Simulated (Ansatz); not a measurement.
Rh: several calculations on one system

**1. Scan**

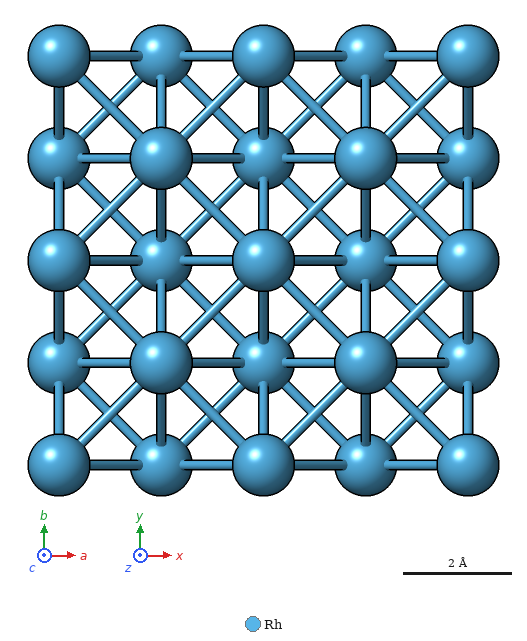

Crystalline Rh (Fm-3m): the cell is strained along y alone, with the atoms kept at their fractional coordinates. x, y and z are the Cartesian axes of the input. The picture shows the reference cell. A ball-and-stick model of the conventional cell (4 times the calculation's cell), repeated 2 × 2 × 2 with one cell outlined, seen along the c axis. Lengths and directions refer to the drawn axes.

All numbers below come from DFT r2SCAN, scalar-relativistic, plane waves, PAW (Ansatz 0.2.0). Settings: plane-wave cutoff 500 eV; k-point mesh 22 × 22 × 22; occupations gaussian; smearing width 0.15 eV; no spin polarisation. Energies (free energies at the smearing named) are counted from the cell as listed in its source, which wasn't relaxed.

```xyz
1
Lattice="0.0000 1.9016 1.9016 1.9016 0.0000 1.9016 1.9016 1.9016 0.0000" Properties=species:S:1:pos:R:3 pbc="T T T"
Rh    0.0000    0.0000    0.0000
```

Question: What energies does the calculation give (the strain: −0.0200, −0.0150, −0.0100, −0.0050, 0.0000, 0.0050, 0.0100, 0.0150, 0.0175, 0.0200)?

Answer:
| strain | energy change (meV/atom) |
| --- | --- |
| −0.0200 | 6.8 |
| −0.0150 | 3.6 |
| −0.0100 | 1.4 |
| −0.0050 | 0.2 |
| 0.0000 | 0.0 |
| 0.0050 | 0.7 |
| 0.0100 | 2.4 |
| 0.0150 | 4.9 |
| 0.0175 | 6.5 |
| 0.0200 | 8.3 |

The lowest computed point lies at the strain 0.00 (0.0 meV/atom). At the ends of the scan the energy is 6.8 meV/atom (−0.02) and 8.3 meV/atom (0.02). The unrelaxed reference is under a pressure of −0.6 GPa, which tilts the curve. The distortion takes the space group from Fm-3m to I4/mmm. At the strain −0.02 the cell of the drawing goes b 3.803 → 3.727 Å.

**2. Scan**

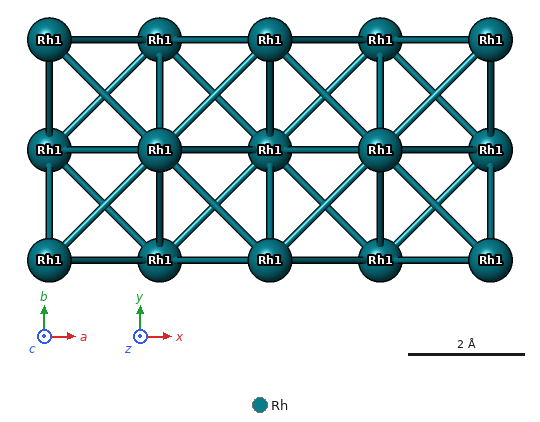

A scan of a crystal of Rh (Fm-3m): the cell is strained equally along x and y and separately along z, with the atoms kept at their fractional coordinates. x, y and z are the Cartesian axes of the input. The picture shows the reference cell. Style: ball-and-stick. Shown: the conventional cell (4 times the calculation's cell), repeated 2 × 1 × 2 with one cell outlined, along the c axis. Lengths and directions refer to the drawn axes.

Computed with Ansatz, DFT r2SCAN, scalar-relativistic, plane waves, PAW. Set-up: plane-wave cutoff 500 eV; k-point mesh 22 × 22 × 22; occupations gaussian; smearing width 0.15 eV; no spin polarisation. Energies (free energies at the smearing named) are counted from the cell as listed in its source, which wasn't relaxed.

```xyz
1
Lattice="0.0000 1.9016 1.9016 1.9016 0.0000 1.9016 1.9016 1.9016 0.0000" Properties=species:S:1:pos:R:3 pbc="T T T"
Rh    0.0000    0.0000    0.0000
```

Question: Predict the energy profile on a grid with rows −0.050, −0.025, 0.000, 0.025, 0.050 and columns −0.050, −0.025, 0.000, 0.025, 0.050 (strain along x and y; strain along z).

Answer: Rows: strain along x and y; columns: strain along z; values in meV/atom.

|  | −0.050 | −0.025 | 0.000 | 0.025 | 0.050 |
| --- | --- | --- | --- | --- | --- |
| −0.050 | 325 | 223 | 158 | 123 | 114 |
| −0.025 | 139 | 71 | 35 | 26 | 40 |
| 0.000 | 50 | 11 | 0 | 13 | 45 |
| 0.025 | 38 | 24 | 34 | 65 | 113 |
| 0.050 | 86 | 94 | 121 | 167 | 227 |

In pairs of (strain along x and y; strain along z): the lowest computed point lies at (0.000, 0.000) (0 meV/atom), the highest at (−0.050, −0.050) (325 meV/atom). The valley is tilted: raising the in-plane strain is made harder by raising the strain along z (cross term 0.52 of the geometric mean of the two curvatures). Over the ranges scanned the energy rises more along the first axis, the in-plane strain. The pressure runs from −28.3 GPa at (0.050, 0.050) to 62.9 GPa at (−0.050, −0.050).

As a map, interpolated between the computed points (dots):

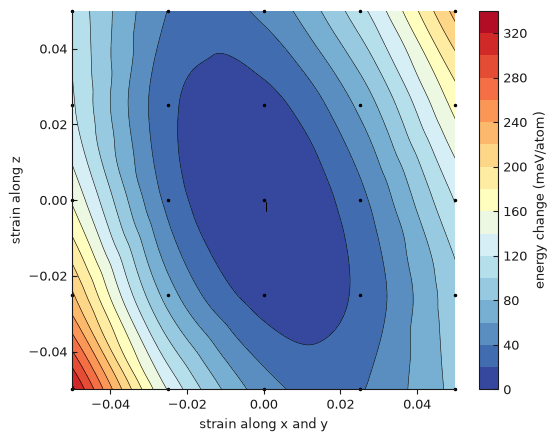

**3. Energy map**

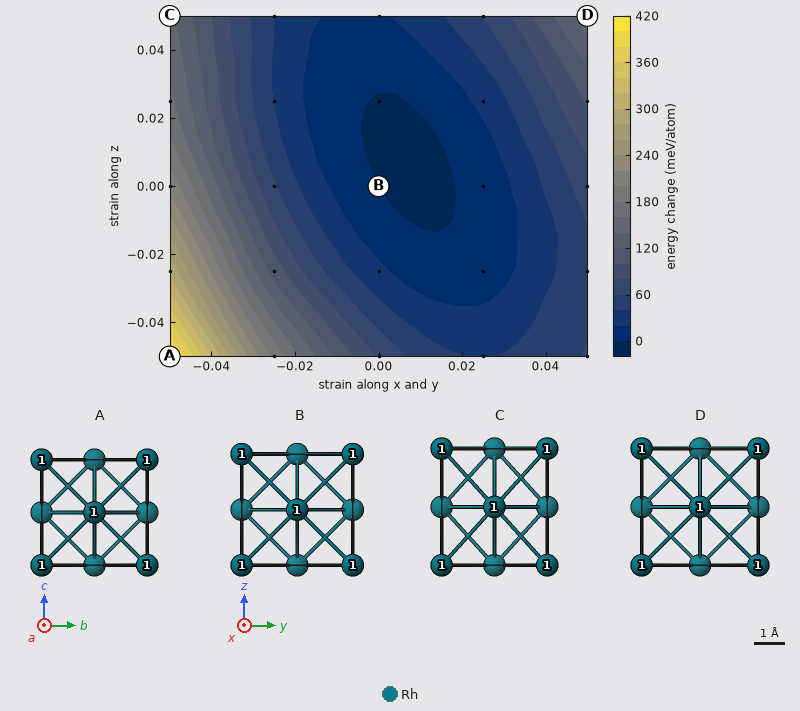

A scan of crystalline Rh (Fm-3m): the cell is strained equally along x and y and separately along z, with the atoms kept at their fractional coordinates. x, y and z are the Cartesian axes of the input. The map is interpolated between the computed points (dots). The lettered frames are marked on it. A ball-and-stick model of the conventional cell (4 times the calculation's cell), seen along the a axis. Lengths and directions refer to the drawn axes.

Level of theory: Ansatz, DFT PBE, scalar-relativistic, plane waves, PAW. Set-up: plane-wave cutoff 420 eV; k-point mesh 22 × 22 × 22; occupations cold; smearing width 0.02 eV; no spin polarisation. Energies (free energies at the smearing named) are counted from the cell as listed in its source, which wasn't relaxed.

Q: Describe the energy landscape.

A: In pairs of (strain along x and y; strain along z): the lowest computed point lies at (0.000, 0.025) (−1 meV/atom), the highest at (−0.050, −0.050) (409 meV/atom). The valley is tilted: raising the in-plane strain is made harder by raising the strain along z (cross term 0.47 of the geometric mean of the two curvatures). Over the ranges scanned the energy rises more along the first axis, the in-plane strain. The pressure runs from −23.3 GPa at (0.050, 0.050) to 70.3 GPa at (−0.050, −0.050). The frames lie at A (−0.050, −0.050): 409 meV/atom, B (0.000, 0.000): 0 meV/atom, C (−0.050, 0.050): 144 meV/atom, D (0.050, 0.050): 151 meV/atom.

The computed points:

Rows: strain along x and y; columns: strain along z; values in meV/atom.

```csv
,−0.050,−0.025,0.000,0.025,0.050
−0.050,409,293,213,165,144
−0.025,194,112,62,39,40
0.000,78,25,0,−1,18
0.025,39,11,7,25,60
0.050,61,55,69,102,151
```
